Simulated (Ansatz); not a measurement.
**Energy of AlN along a shift of atoms along one path**

System: AlN (P2₁, 8 atoms in the cell).
Method: DFT r2SCAN, scalar-relativistic, plane waves, PAW, no spin polarisation (Ansatz 0.2.0).

The 6 runs differ only in the geometry, by a shift of atoms along one path in a fixed cell. The shift s is measured from run 4: Al1 moves along the Cartesian direction (−1.00, 0.00, 0.00), and Al2, Al3, Al4, N5, N6, N7 and N8 with it in fixed proportion. The structure derives from an entry of the Crystallography Open Database.

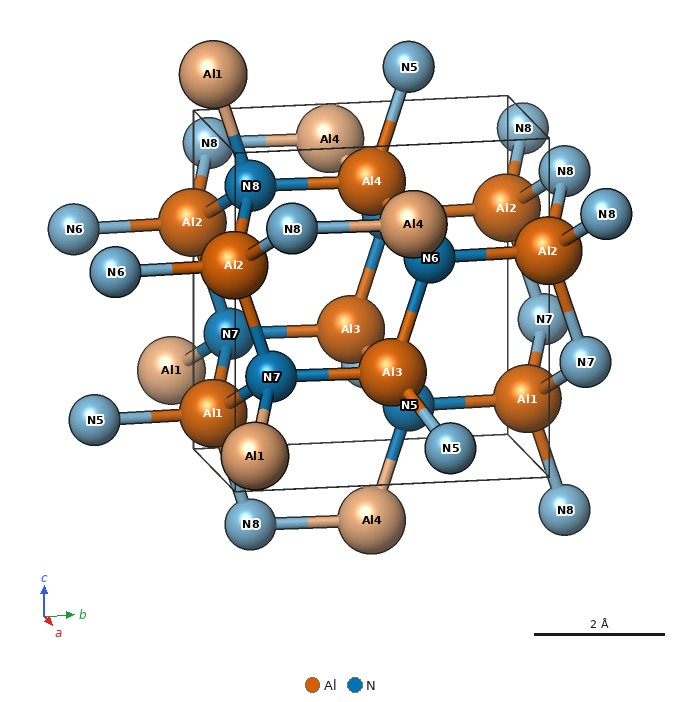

Figure 1. The structure of run 4 (ball-and-stick view of the cell of the calculation, seen slightly off an axis; neighbours outside the cell are drawn fainter; atoms are numbered from 1 in the order of the input). An atom can appear more than once, as a periodic image.

## Input of run 4
```yaml
crystal:
  lattice:
    - [-3.1066653462, 0.0, 0.0]
    - [0.0, 0.0, -4.9784048411]
    - [0.0, -5.3809022217, 0.0]
  atoms:
    - { symbol: Al, position: [0.4839055726, 0.998307098, 0.1666666667] }
    - { symbol: Al, position: [-0.0160944274, 0.998307098, 0.6666666667] }
    - { symbol: Al, position: [0.0160944274, 0.498307098, 0.3333333333] }
    - { symbol: Al, position: [0.5160944274, 0.498307098, 0.8333333333] }
    - { symbol: "N", position: [0.5141294938, 0.616692902, 0.1666666667] }
    - { symbol: "N", position: [0.0141294938, 0.616692902, 0.6666666667] }
    - { symbol: "N", position: [-0.0141294938, 0.116692902, 0.3333333333] }
    - { symbol: "N", position: [0.4858705062, 0.116692902, 0.8333333333] }
basis:
  ecutwfc: 500
kpoints:
  mp_grid: { grid: [8, 6, 4] }
hamiltonian:
  xc: r2scan
scf:
  occupations: { method: gaussian, width: 0.05 }
output:
  forces: true
  stress: true
  eigenvalues: true
```

Command:
```bash
ansatz run input.yaml --threads 2 --pin off --max-ram 5120MiB --backend cpu --events-out ev --progress --plain --runs-dir out
```

Lattice vectors (Å) and fractional positions of run 4:
```
  -3.106665    0.000000    0.000000
   0.000000    0.000000   -4.978405
   0.000000   -5.380902    0.000000
Al  0.483906  0.998307  0.166667
Al -0.016094  0.998307  0.666667
Al  0.016094  0.498307  0.333333
Al  0.516094  0.498307  0.833333
N   0.514129  0.616693  0.166667
N   0.014129  0.616693  0.666667
N  -0.014129  0.116693  0.333333
N   0.485871  0.116693  0.833333
```

Run 2 differs from it as follows:
```diff
-    - { symbol: Al, position: [0.4839055726, 0.998307098, 0.1666666667] }
-    - { symbol: Al, position: [-0.0160944274, 0.998307098, 0.6666666667] }
-    - { symbol: Al, position: [0.0160944274, 0.498307098, 0.3333333333] }
-    - { symbol: Al, position: [0.5160944274, 0.498307098, 0.8333333333] }
-    - { symbol: "N", position: [0.5141294938, 0.616692902, 0.1666666667] }
-    - { symbol: "N", position: [0.0141294938, 0.616692902, 0.6666666667] }
-    - { symbol: "N", position: [-0.0141294938, 0.116692902, 0.3333333333] }
-    - { symbol: "N", position: [0.4858705062, 0.116692902, 0.8333333333] }
+    - { symbol: Al, position: [0.4597639314, 0.998307098, 0.1666666667] }
+    - { symbol: Al, position: [-0.0402360686, 0.998307098, 0.6666666667] }
+    - { symbol: Al, position: [0.0402360686, 0.498307098, 0.3333333333] }
+    - { symbol: Al, position: [0.5402360686, 0.498307098, 0.8333333333] }
+    - { symbol: "N", position: [0.5353237345, 0.616692902, 0.1666666667] }
+    - { symbol: "N", position: [0.0353237345, 0.616692902, 0.6666666667] }
+    - { symbol: "N", position: [-0.0353237345, 0.116692902, 0.3333333333] }
+    - { symbol: "N", position: [0.4646762655, 0.116692902, 0.8333333333] }
```

## Results, with one run withheld

```tsv
run	shift s of Al1 (Å)	free energy per atom, from the lowest run given (meV)	pressure (GPa)	gap on the mesh (eV)	force along the path (eV/Å)
1	−0.1000	47.24	−0.54	4.62	5.170
2	−0.0750	?	?	?	?
3	−0.0250	10.81	−0.13	4.81	2.594
4	0.0000	4.05	−0.05	4.85	1.730
5	0.0250	0.00	0.00	4.87	0.865
6	0.1500	20.27	−0.24	4.76	−3.457
```

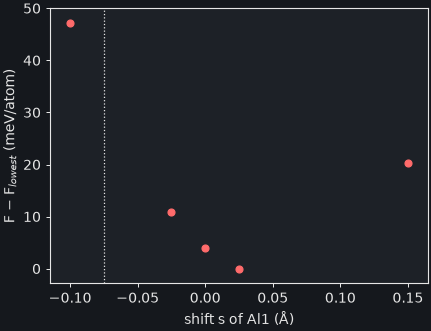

Figure 2. Free energy per atom of the runs given; the dotted line marks run 2.

Estimate the energy of run 2 from the others.

A cubic polynomial in the coordinate, fitted to the 5 runs given, misses them by under 0.01 meV per atom. With x = s − 0.0100, it reads F = 2.1076 − 173.02 x + 2159.4 x² + 22.137 x³ (meV per atom). At run 2 it gives 32.40 meV per atom, and the run itself gives 32.41. The slope of the fit gives a force −dF/ds of 4.317 eV/Å along the path (summed over the atoms that move), and the printed forces give 4.316 eV/Å. The fit has its minimum at s = 0.0500 Å. The gap on the mesh lies between 4.62 eV (run 1) and 4.87 eV (run 5); run 2 has 4.69 eV. These are gaps of this functional on this mesh, which can miss the band edges; they aren't the measured gap.

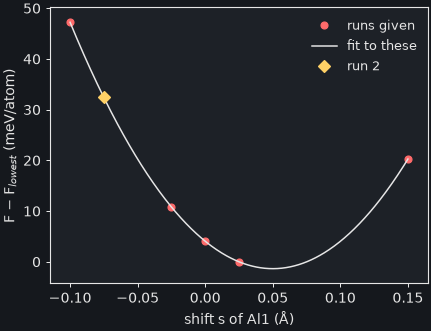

Figure 3. The fit and the withheld run.

## Output, shortened to warnings, some set-up lines, iterations and results (run 2)
```
Basis set: ecut = 500 eV, 2159 PW (Γ), exchange–correlation on 96×160×160 points (64 copies of the dense FFT grid, shifted against one another)
Symmetry: 4 space group operations
k-points: 72 of 192 (time reversal used)
Initial density: superposition of atomic densities (neutral atoms: chi_scale 0, normalization atom), corrected by the library's trained network
[...]
SCF iter   1: F=—  HF=-3713.386234 eV  |F-HF|=—  |Δ(HF+E_count)|=         —  Δρ=6.63e-3  dr2=3.59e-2  dr2_τ=6.19e-1  ethr=1.77e-3  ⟨swp⟩=6.7  Hψ=9971  notcnv=0  defer=14
SCF iter   2: F=—  HF=-3713.671254 eV  |F-HF|=—  |Δ(HF+E_count)|=   2.85e-1  Δρ=4.50e-3  dr2=7.63e-3  dr2_τ=5.89e-4  ethr=1.12e-4  ⟨swp⟩=2.9  Hψ=4029  notcnv=0  defer=245
SCF iter   3: F=—  HF=-3713.670615 eV  |F-HF|=—  |Δ(HF+E_count)|=   6.39e-4  Δρ=6.86e-4  dr2=2.85e-4  dr2_τ=1.21e-4  ethr=2.38e-5  ⟨swp⟩=1.1  Hψ=1505  notcnv=0  defer=173
SCF iter   4: F=—  HF=-3713.670595 eV  |F-HF|=—  |Δ(HF+E_count)|=   2.01e-5  Δρ=1.93e-4  dr2=3.30e-5  dr2_τ=1.96e-6  ethr=8.90e-7  ⟨swp⟩=2.0  Hψ=2543  notcnv=0  defer=173
SCF iter   5: F=—  HF=-3713.670586 eV  |F-HF|=—  |Δ(HF+E_count)|=   8.67e-6  Δρ=4.29e-5  dr2=1.76e-6  dr2_τ=1.95e-7  ethr=1.03e-7  ⟨swp⟩=2.0  Hψ=2587  notcnv=0  defer=173
SCF iter   6: F=—  HF=-3713.670586 eV  |F-HF|=—  |Δ(HF+E_count)|=   1.23e-7  Δρ=2.12e-5  dr2=4.46e-7  dr2_τ=9.58e-9  ethr=5.51e-9  ⟨swp⟩=2.0  Hψ=2525  notcnv=0  defer=173
SCF iter   7: F=-3713.670586 eV  HF=-3713.670586 eV  |F-HF|=2.38e-8  |Δ(HF+E_count)|=   4.05e-8  Δρ=6.76e-6  dr2=4.49e-8  dr2_τ=1.19e-9  ethr=3.13e-10  ⟨swp⟩=7.2  Hψ=7516  …
SCF 1 converged in 7 iterations: F = -3713.670586 eV  dr2 = 4.49e-8
SCF converged after 7 iterations
Free energy (F): -3713.670586 eV
Harris-Foulkes:  -3713.670586 eV  (|F-HF|=2.38e-8)
Internal energy: -3713.670586 eV  (E = F + TS)
E sigma→0 (E₀):  -3713.670586 eV
Fermi energy:    9.386657 eV
--- Per-component energies (eV) ---
  E_band       = 47.080938
  E_kinetic    = 642.113022
  E_local      = -894.617602  (includes V_loc(G=0)·N_el)
  E_nonlocal   = 216.985706
  E_hartree    = 313.857573
  E_xc         = -395.462860
  E_vxc        = -476.733186  (∫ρ·V_xc dr)
  E_paw        = -2409.748038  (= ΣΔE_a)
  E_vpaw       = -93.974043  (= ΣTr[D̂ρ^β])
  E_aug_tail   = 0.000071  (compensation charges beyond the density's cutoff)
  E_vtau       = 25.598574  (kinetic-family band-sum trace: ∫τ·v_τ [+ j·A + Jᵃ·Aᵃ] dr)
  E_ewald      = -1186.439770
  E_core_change = -0.358691  (= ΣΔE_core)
  E_smearing   = -0.000000  (= −TS)
  E_closure    = 0.000000  (closes the sum)
  Σ components = -3713.670586   (vs F -3713.670586, Δ=0.00e0)
--- Forces (eV/Å), atoms counted from 1 ---
  atom   1  Al    -0.76770521     0.07574134     0.10094468
  atom   2  Al    -0.76770521     0.07574134     0.10094468
  atom   3  Al     0.76770521    -0.07574134     0.10094468
  atom   4  Al     0.76770521    -0.07574134     0.10094468
  atom   5  N      0.35465211     0.03408821    -0.10096255
  atom   6  N      0.35465211     0.03408821    -0.10096255
  atom   7  N     -0.35465211    -0.03408821    -0.10096255
  atom   8  N     -0.35465211    -0.03408821    -0.10096255
  max |Σ_I F_I| component: 7.15e-5 eV/Å
--- Stress (GPa, compression-positive) ---
       -1.502230       0.506558       0.000000
        0.506598       0.125767       0.000000
        0.000000       0.000000       0.242872
  P = ⅓ Tr σ = -0.3779 GPa (-3.779 kbar)
```
